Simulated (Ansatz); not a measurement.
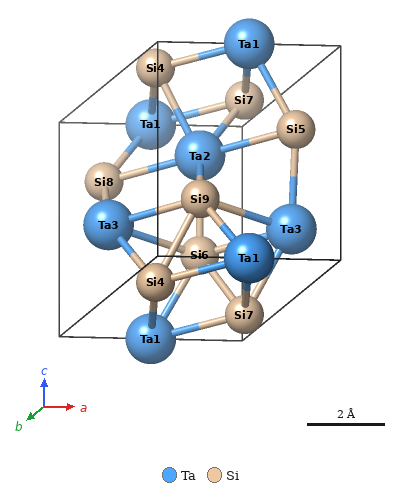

Fig. 1: The structure as given in the input (ball-and-stick view of the cell of the calculation, seen at an oblique angle; atoms are numbered from 1 in the order of the input). An atom can appear more than once, as a periodic image.

**Run report: TaSi₂, geometry relaxation (part 1 of 2)**

The run: geometry relaxation of TaSi₂ (P6₄22, 9 atoms in the cell). Method and program: DFT LDA, scalar-relativistic, plane waves, PAW, no spin polarisation (Ansatz 0.2.0).

The structure derives from an entry of the Crystallography Open Database. Figures and captions count atoms from 1; the log counts them from 0 in places.

Log
```
Engine: ansatz 0.2.0, x86_64-unknown-linux-gnu
Pseudopotentials: kind: paw
Pseudopotential: Ta, paw, valence charge 13, recommended cutoff 420 eV (normal), Ta.paw.azcp
Pseudopotential: Si, paw, valence charge 4, recommended cutoff 420 eV (normal), Si.paw.azcp
Functional definition: SPW92
  exchange = slater_x
  correlation = pw_c
Crystal: 9 atoms, lattice volume = 130.215 Å³
Basis set: ecut = 420 eV, 2523 PW (Γ)
Bands: 41, of which v1, the nominal top of the filled ones, is band 32 counted from 1 (31 counted from 0)
Symmetry: 12 space group operations
Space group: P6422 (ITA 181), of the structure as read, at distance tolerance 5.1e-5 Å
k-points: 76 of 864 (time reversal used)
Non-local potential: Ta, projectors of the file, l = 0: 3, l = 1: 2, l = 2: 2, l = 3: 1
Non-local potential: Si, projectors of the file, l = 0: 2, l = 1: 2, l = 2: 2
PAW form: soft (Blöchl's): semilocal exchange-correlation on the pseudo side does not see the compensation charge
PAW frozen core: Ta, regenerated for the run's functional, and the local potential with it (the file was generated under x = pbe(κ = 0.804, μ = 0.2195149727645171), c = pbe(β = 0.06672455060314922))
PAW frozen core: Si, regenerated for the run's functional, and the local potential with it (the file was generated under x = pbe(κ = 0.804, μ = 0.2195149727645171), c = pbe(β = 0.06672455060314922))
PAW one-centre angular grid: Ta, 590 points (default); XC on 64 Gauss nodes
PAW one-centre angular grid: Si, 110 points (default); XC on 64 Gauss nodes
Initial density: superposition of atomic densities (neutral atoms: chi_scale 0, normalization atom), corrected by the library's trained network
Initial wavefunctions: pseudopotential atomic-orbital guess
Functional: x = slater, c = lda
SCF iter   1: F=—  HF=-32704.796583 eV  |F-HF|=—  |Δ(HF+E_count)|=         —  Δρ=7.43e-3  dr2=9.36e-2  ethr=1.77e-3  ⟨swp⟩=6.8  Hψ=14487  notcnv=0
preconditioner: auto → Kerker (q_TF=auto, 2.417 Å⁻¹)  [metal: Δε(μ)=0.016 eV  Ē_g=7.276 eV  σ=0.100 eV  W_gap=0.09  n_scr=22 (ndim 8)  ℏωp=20.3 eV  f_vac=0.000  D(μ)=3.55/eV (n_scr^D=22)]
SCF iter   2: F=—  HF=-32704.778477 eV  |F-HF|=—  |Δ(HF+E_count)|=   1.81e-2  Δρ=3.85e-3  dr2=1.74e-2  ethr=1.49e-4  ⟨swp⟩=1.8  Hψ=3938  notcnv=0
SCF iter   3: F=—  HF=-32704.774214 eV  |F-HF|=—  |Δ(HF+E_count)|=   4.26e-3  Δρ=9.91e-4  dr2=1.21e-3  ethr=2.76e-5  ⟨swp⟩=2.2  Hψ=3668  notcnv=0
SCF iter   4: F=—  HF=-32704.773845 eV  |F-HF|=—  |Δ(HF+E_count)|=   3.69e-4  Δρ=1.35e-4  dr2=2.40e-5  ethr=1.92e-6  ⟨swp⟩=2.1  Hψ=4194  notcnv=0
SCF iter   5: F=—  HF=-32704.773835 eV  |F-HF|=—  |Δ(HF+E_count)|=   9.80e-6  Δρ=1.42e-5  dr2=2.73e-7  ethr=3.81e-8  ⟨swp⟩=2.0  Hψ=4388  notcnv=0
SCF iter   6: F=-32704.773835 eV  HF=-32704.773835 eV  |F-HF|=4.75e-9  |Δ(HF+E_count)|=   3.05e-8  Δρ=2.21e-6  dr2=8.84e-9  ethr=1.59e-10  ⟨swp⟩=10.1  Hψ=13640  notcnv=0
SCF 1 converged in 6 iterations: F = -32704.773835 eV  dr2 = 8.84e-9
  greatest PAW one-centre occupation: 1.000 electrons in one spin orbital (limit 2), on the Ta atom at site 1 (counted from 0), in its partial waves of l = 0
relax step   1: F+E_penalty+E_count = -32704.77383507 eV  Δ(F+E_penalty+E_count) = +0.000e0 eV  max|allowed force component| = 3.766e-2 eV/Å  Δτ_max = 0.0000 Å  P = -5.654 GPa  Ω = 130.215 Å³  (6 SCF iters, dr2 threshold 1.00e-7 eV, accepted)
Crystal: 9 atoms, lattice volume = 123.746 Å³
Basis set: ecut = 420 eV, 2415 PW (Γ)
Initial density: handed on by an earlier stage of this run
Initial wavefunctions: those handed on with the density
iter 1 solved again at ethr=3.83e-5 eV; its pass at ethr=3.10e-3 eV (dr2=2.41e-2 eV) is discarded
SCF iter   1: F=—  HF=-32704.809875 eV  |F-HF|=—  |Δ(HF+E_count)|=         —  Δρ=3.11e-3  dr2=2.37e-2  ethr=3.83e-5  ⟨swp⟩=1.0  Hψ=16923  notcnv=0
preconditioner: auto → Kerker (q_TF=auto, 2.438 Å⁻¹)  [metal: Δε(μ)=0.015 eV  Ē_g=7.578 eV  σ=0.100 eV  W_gap=0.09  n_scr=22 (ndim 8)  ℏωp=20.8 eV  f_vac=0.000  D(μ)=3.76/eV (n_scr^D=22)]
SCF iter   2: F=—  HF=-32704.805313 eV  |F-HF|=—  |Δ(HF+E_count)|=   4.56e-3  Δρ=1.46e-3  dr2=4.52e-3  ethr=3.76e-5  ⟨swp⟩=2.4  Hψ=3942  notcnv=0
SCF iter   3: F=—  HF=-32704.803980 eV  |F-HF|=—  |Δ(HF+E_count)|=   1.33e-3  Δρ=3.31e-4  dr2=1.36e-4  ethr=7.17e-6  ⟨swp⟩=2.0  Hψ=4116  notcnv=0
SCF iter   4: F=—  HF=-32704.803946 eV  |F-HF|=—  |Δ(HF+E_count)|=   3.38e-5  Δρ=5.25e-5  dr2=3.37e-6  ethr=2.16e-7  ⟨swp⟩=2.4  Hψ=4507  notcnv=0
SCF iter   5: F=-32704.803945 eV  HF=-32704.803945 eV  |F-HF|=2.46e-8  |Δ(HF+E_count)|=   9.31e-7  Δρ=5.51e-6  dr2=4.68e-8  ethr=1.43e-9  ⟨swp⟩=7.7  Hψ=13273  notcnv=0
SCF 2 converged in 5 iterations: F = -32704.803945 eV  dr2 = 4.68e-8
relax step   2: F+E_penalty+E_count = -32704.80394530 eV  Δ(F+E_penalty+E_count) = -3.011e-2 eV  max|allowed force component| = 1.310e-1 eV/Å  Δτ_max = 0.0140 Å  P = +4.409 GPa  Ω = 123.746 Å³  energy of the carried Pulay correction = +2.209e-3 eV  (5 SCF iters, dr2 threshold 9.00e-7 eV, accepted)
Crystal: 9 atoms, lattice volume = 126.564 Å³
Basis set: ecut = 420 eV, 2499 PW (Γ)
iter 1 solved again at ethr=1.06e-5 eV; its pass at ethr=3.10e-3 eV (dr2=6.70e-3 eV) is discarded
SCF iter   1: F=—  HF=-32704.845632 eV  |F-HF|=—  |Δ(HF+E_count)|=         —  Δρ=1.60e-3  dr2=6.20e-3  ethr=1.06e-5  ⟨swp⟩=1.1  Hψ=15252  notcnv=0
preconditioner: auto → Kerker (q_TF=auto, 2.429 Å⁻¹)  [metal: Δε(μ)=0.023 eV  Ē_g=7.473 eV  σ=0.100 eV  W_gap=0.13  n_scr=22 (ndim 8)  ℏωp=20.6 eV  f_vac=0.000  D(μ)=3.51/eV (n_scr^D=22)]
SCF iter   2: F=—  HF=-32704.844429 eV  |F-HF|=—  |Δ(HF+E_count)|=   1.20e-3  Δρ=7.54e-4  dr2=1.20e-3  ethr=9.85e-6  ⟨swp⟩=2.3  Hψ=3771  notcnv=0
SCF iter   3: F=—  HF=-32704.844079 eV  |F-HF|=—  |Δ(HF+E_count)|=   3.50e-4  Δρ=1.66e-4  dr2=3.98e-5  ethr=1.90e-6  ⟨swp⟩=2.1  Hψ=4126  notcnv=0
SCF iter   4: F=—  HF=-32704.844070 eV  |F-HF|=—  |Δ(HF+E_count)|=   9.21e-6  Δρ=2.72e-5  dr2=9.32e-7  ethr=6.31e-8  ⟨swp⟩=2.2  Hψ=4498  notcnv=0
SCF iter   5: F=-32704.844070 eV  HF=-32704.844070 eV  |F-HF|=7.04e-9  |Δ(HF+E_count)|=   2.38e-7  Δρ=2.81e-6  dr2=1.27e-8  ethr=1.43e-9  ⟨swp⟩=6.7  Hψ=12921  notcnv=0
SCF 3 converged in 5 iterations: F = -32704.844070 eV  dr2 = 1.27e-8
  greatest PAW one-centre occupation: 1.000 electrons in one spin orbital (limit 2), on the Ta atom at site 2 (counted from 0), in its partial waves of l = 0
relax step   3: F+E_penalty+E_count = -32704.84406986 eV  Δ(F+E_penalty+E_count) = -4.012e-2 eV  max|allowed force component| = 1.746e-2 eV/Å  Δτ_max = 0.0093 Å  P = -0.267 GPa  Ω = 126.564 Å³  energy of the carried Pulay correction = +1.233e-3 eV  (5 SCF iters, dr2 threshold 9.00e-7 eV, accepted)
Crystal: 9 atoms, lattice volume = 126.420 Å³
iter 1 solved again at ethr=1.81e-8 eV; its pass at ethr=3.10e-3 eV (dr2=1.14e-5 eV) is discarded
SCF iter   1: F=—  HF=-32704.844317 eV  |F-HF|=—  |Δ(HF+E_count)|=         —  Δρ=7.54e-5  dr2=1.16e-5  ethr=1.81e-8  ⟨swp⟩=2.3  Hψ=14133  notcnv=0
preconditioner: auto → Kerker (q_TF=auto, 2.429 Å⁻¹)  [metal: Δε(μ)=0.017 eV  Ē_g=7.473 eV  σ=0.100 eV  W_gap=0.09  n_scr=22 (ndim 8)  ℏωp=20.6 eV  f_vac=0.000  D(μ)=3.53/eV (n_scr^D=22)]
SCF iter   2: F=—  HF=-32704.844315 eV  |F-HF|=—  |Δ(HF+E_count)|=   2.44e-6  Δρ=4.29e-5  dr2=3.72e-6  ethr=1.81e-8  ⟨swp⟩=1.0  Hψ=3116  notcnv=0
SCF iter   3: F=-32704.844313 eV  HF=-32704.844313 eV  |F-HF|=7.94e-8  |Δ(HF+E_count)|=   1.28e-6  Δρ=7.09e-6  dr2=1.17e-7  ethr=3.60e-10  ⟨swp⟩=4.1  Hψ=12790  notcnv=0
SCF 4 converged in 3 iterations: F = -32704.844313 eV  dr2 = 1.17e-7
relax step   4: F+E_penalty+E_count = -32704.84431337 eV  Δ(F+E_penalty+E_count) = -2.435e-4 eV  max|allowed force component| = 7.119e-3 eV/Å  Δτ_max = 0.0008 Å  P = -0.032 GPa  Ω = 126.420 Å³  energy of the carried Pulay correction = +1.282e-3 eV  (3 SCF iters, dr2 threshold 2.27e-7 eV, accepted)
Crystal: 9 atoms, lattice volume = 126.401 Å³
iter 1 solved again at ethr=6.00e-9 eV; its pass at ethr=3.10e-3 eV (dr2=3.78e-6 eV) is discarded
SCF iter   1: F=—  HF=-32704.844334 eV  |F-HF|=—  |Δ(HF+E_count)|=         —  Δρ=4.08e-5  dr2=4.01e-6  ethr=6.00e-9  ⟨swp⟩=2.4  Hψ=13234  notcnv=0
preconditioner: auto → Kerker (q_TF=auto, 2.429 Å⁻¹)  [metal: Δε(μ)=0.019 eV  Ē_g=7.474 eV  σ=0.100 eV  W_gap=0.11  n_scr=22 (ndim 8)  ℏωp=20.6 eV  f_vac=0.000  D(μ)=3.52/eV (n_scr^D=22)]
SCF iter   2: F=—  HF=-32704.844333 eV  |F-HF|=—  |Δ(HF+E_count)|=   7.46e-7  Δρ=2.45e-5  dr2=1.50e-6  ethr=6.00e-9  ⟨swp⟩=1.0  Hψ=3116  notcnv=0
SCF iter   3: F=—  HF=-32704.844333 eV  |F-HF|=—  |Δ(HF+E_count)|=   4.95e-7  Δρ=2.87e-6  dr2=2.12e-8  ethr=2.38e-9  ⟨swp⟩=2.0  Hψ=4408  notcnv=0
SCF iter   4: F=-32704.844333 eV  HF=-32704.844333 eV  |F-HF|=2.26e-10  |Δ(HF+E_count)|=   6.08e-9  Δρ=9.49e-7  dr2=8.10e-10  ethr=5.03e-12  ⟨swp⟩=5.0  Hψ=10816  notcnv=0
SCF 5 converged in 4 iterations: F = -32704.844333 eV  dr2 = 8.10e-10
relax step   5: F+E_penalty+E_count = -32704.84433261 eV  Δ(F+E_penalty+E_count) = -1.924e-5 eV  max|allowed force component| = 6.426e-4 eV/Å  Δτ_max = 0.0006 Å  P = -0.002 GPa  Ω = 126.401 Å³  energy of the carried Pulay correction = +1.289e-3 eV  (4 SCF iters, dr2 threshold 3.17e-9 eV, accepted)
Initial wavefunctions: pseudopotential atomic-orbital guess (no wavefunctions were taken with the density)
iter 1 solved again at ethr=3.02e-7 eV; its pass at ethr=3.10e-3 eV (dr2=1.90e-4 eV) is discarded
SCF iter   1: F=—  HF=-32704.843222 eV  |F-HF|=—  |Δ(HF+E_count)|=         —  Δρ=2.99e-5  dr2=1.09e-7  ethr=3.02e-7  ⟨swp⟩=3.0  Hψ=21919  notcnv=0
eigensolver tolerance schedule: the retry pair's looser diagonalisation over-reported the residual by 1748.98 of it (diagonalisation noise at 0.21 of the residual, at the tolerance the schedule requests for it); recorded, not acted on — ethr = c·dr2/N_el stays at c = 1.0e-1
preconditioner: auto → Kerker (q_TF=auto, 2.429 Å⁻¹)  [metal: Δε(μ)=0.019 eV  Ē_g=7.474 eV  σ=0.100 eV  W_gap=0.10  n_scr=22 (ndim 8)  ℏωp=20.6 eV  f_vac=0.000  D(μ)=3.52/eV (n_scr^D=22)]
SCF iter   2: F=—  HF=-32704.843218 eV  |F-HF|=—  |Δ(HF+E_count)|=   3.67e-6  Δρ=1.56e-5  dr2=2.75e-8  ethr=1.73e-10  ⟨swp⟩=2.7  Hψ=5666  notcnv=0
SCF iter   3: F=—  HF=-32704.843218 eV  |F-HF|=—  |Δ(HF+E_count)|=   5.64e-8  Δρ=6.33e-7  dr2=5.22e-10  ethr=4.36e-11  ⟨swp⟩=2.0  Hψ=5514  notcnv=0
SCF iter   4: F=-32704.843218 eV  HF=-32704.843218 eV  |F-HF|=2.18e-11  |Δ(HF+E_count)|=  6.18e-11  Δρ=1.59e-7  dr2=3.02e-11  ethr=1.00e-12  ⟨swp⟩=6.6  Hψ=11886  notcnv=0
SCF 6 converged in 4 iterations: F = -32704.843218 eV  dr2 = 3.02e-11
relax step   6: F+E_penalty+E_count = -32704.84321820 eV  Δ(F+E_penalty+E_count) = +1.114e-3 eV  max|allowed force component| = 5.418e-4 eV/Å  Δτ_max = 0.0000 Å  P = -0.017 GPa  Ω = 126.401 Å³  stress off target by 3.35e-2 GPa  SCF on the basis re-selected at this cell (its energy is not comparable with the rows above)  (4 SCF iters)
```

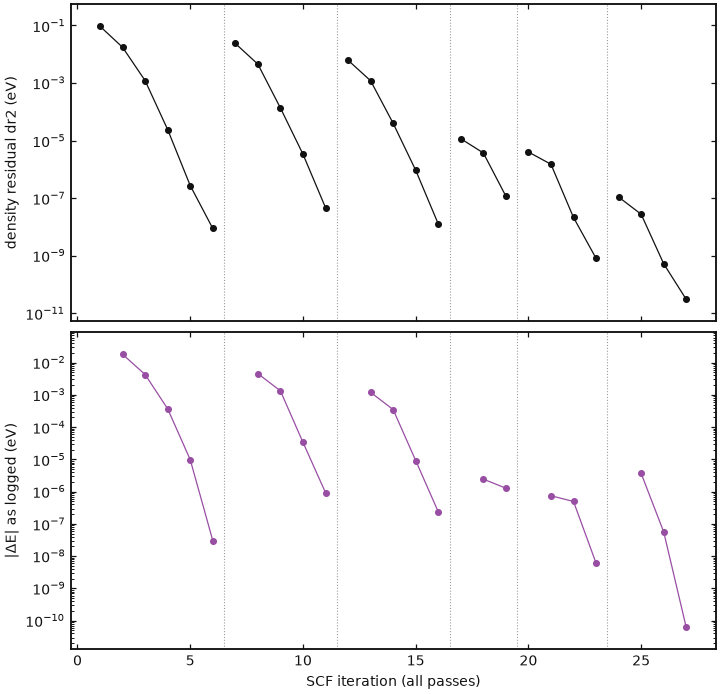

Fig. 2: Convergence of the self-consistent field: density residual dr2 and size of the energy change against the SCF iteration. The dotted lines part the SCF passes of the relaxation: geometry steps, rejected trials and re-solves on a re-selected basis. The 6 passes take 3 to 6 iterations each, 27 in all.

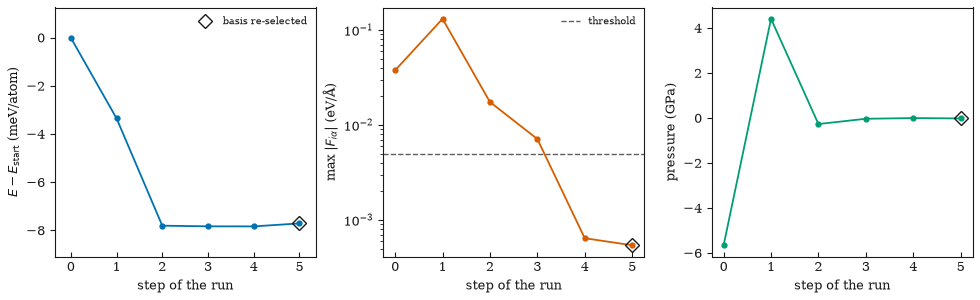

Fig. 3: Progress of the relaxation, step by step (the first geometry is step 0 here and step 1 in the log).

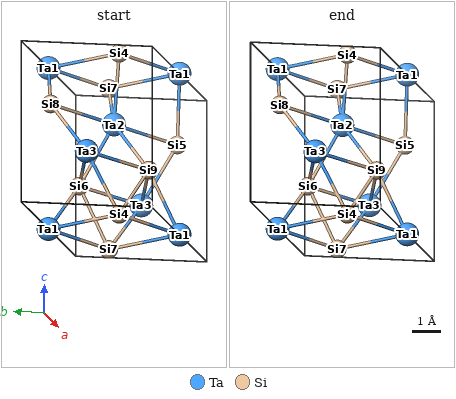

Fig. 4: Before (left) and after (right) the relaxation, at one scale (ball-and-stick view of the cell of the calculation, seen at an oblique angle). The atoms keep their places relative to the cell (all moves are under 0.005 Å). The drawn cell changes as follows: a = b 4.784 → 4.733 Å (−1.1 %), c 6.570 → 6.517 Å (−0.8 %); the volume changes by −2.9 %. Distances before and after: Ta1–Si4 2.826 → 2.792 Å, Ta1–Si5 2.607 → 2.583 Å, Si4–Si7 2.634 → 2.613 Å, Si4–Si5 2.556 → 2.535 Å. The space group stays P6_422 (No. 181). Over 4 geometry steps the energy falls by 7.8 meV per atom. Largest force component: 0.038 eV/Å at the start, 0.00054 eV/Å at the end. Pressure: −5.65 GPa at the start and −0.02 GPa at the end. A last SCF at the same geometry on a re-selected plane-wave basis shifts the energy by +0.1 meV per atom. (Atoms are counted from 1 in the order of the input.)
